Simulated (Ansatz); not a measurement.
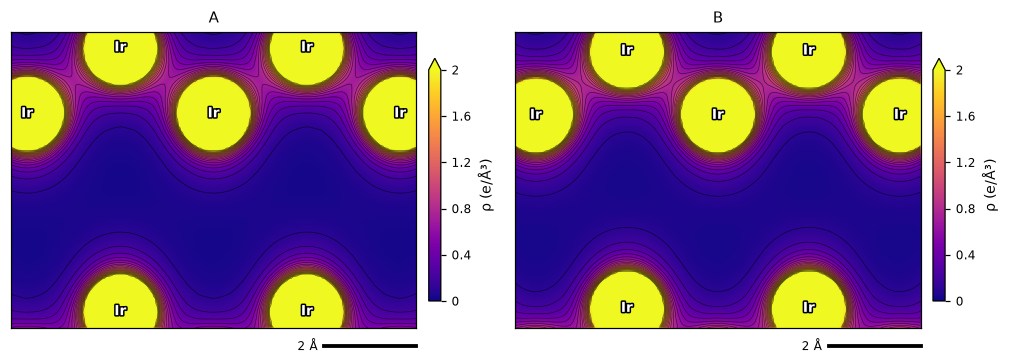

Ir. The valence electron density of two cells that differ in size, on the (011̄) plane of each (indices in the axes of the calculation cell), at one length scale and on one colour scale: A has 23.6 Å³ an atom and B 21.9.

Level of theory: DFT, m-r2SCAN, plane waves (500 eV) with PAW, scalar-relativistic (Ansatz).

Core electrons are frozen (PAW), and the valence fields are smoothed inside the atomic spheres.

The larger cell:

```
Ir
1.0
     0.00000    2.86945    2.86945
     2.86945    0.00000    2.86945
     2.86945    2.86945    0.00000
Ir
2
Direct
  0.12500 0.12500 0.12500
  0.87500 0.87500 0.87500
```

The smaller cell: a = 3.959 Å, b = 3.959 Å, c = 3.959 Å, α = 60.00°, β = 60.00°, γ = 60.00°.

What does the compression do to the bonding and the properties?

Answer. From the larger cell to the smaller, Ir–Ir goes from 2.49 to 2.42 Å, and the density at its midpoint from 0.71 to 0.79 e/Å³; the pressure goes from −17 to −7 GPa.
